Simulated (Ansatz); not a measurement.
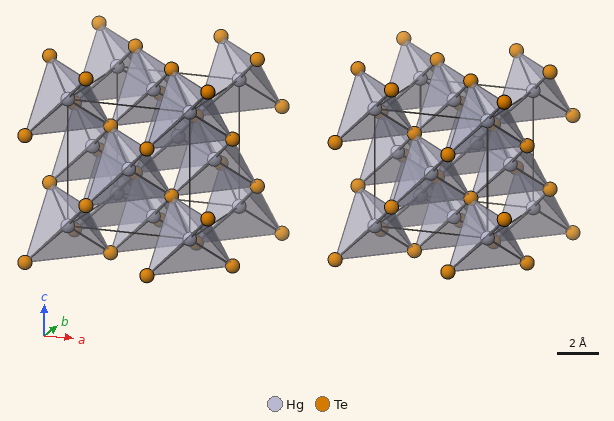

Two geometries of a crystal of HgTe (a generated structure, set up in F-43m) (coarse preliminary run), drawn at one scale. One is the start of a relaxation, the other its converged end. Style: polyhedral. Shown: the conventional cell (4 times the calculation's cell), slightly off an axis. Lengths and directions refer to the drawn axes.

Theory: Ansatz, DFT PBEsol, scalar-relativistic, plane waves, PAW. Settings: plane-wave cutoff 420 eV; k-point mesh 6 × 6 × 6; occupations gaussian; smearing width 0.1 eV; no spin polarisation; cell and atoms relaxed; force threshold 0.05 eV/Å; at most 60 steps.

**Which geometry has the lower energy?**

The left one is the relaxed one. Case: S → Te, Zn → Hg on all its sites, cell and atoms relaxed. The atoms keep their places relative to the cell (all moves are under 0.005 Å). The drawn cell changes as follows: a = b = c 6.012 → 6.502 Å (+8.2 %); the volume changes by +26.5 %. Among the contacts that change: Hg–Te 2.603 → 2.815 Å. The space group stays F-43m (No. 216). After 3 accepted moves (4 points after the start) the energy has fallen by 0.674 eV per cell of the calculation. All forces vanish by symmetry, so only the cell relaxes. The pressure goes from 18.69 to 0.22 GPa. At 1 point the geometry stayed and the basis and grid were re-selected for the new cell (energy shift of 4.1 meV per cell of the calculation at most each time).
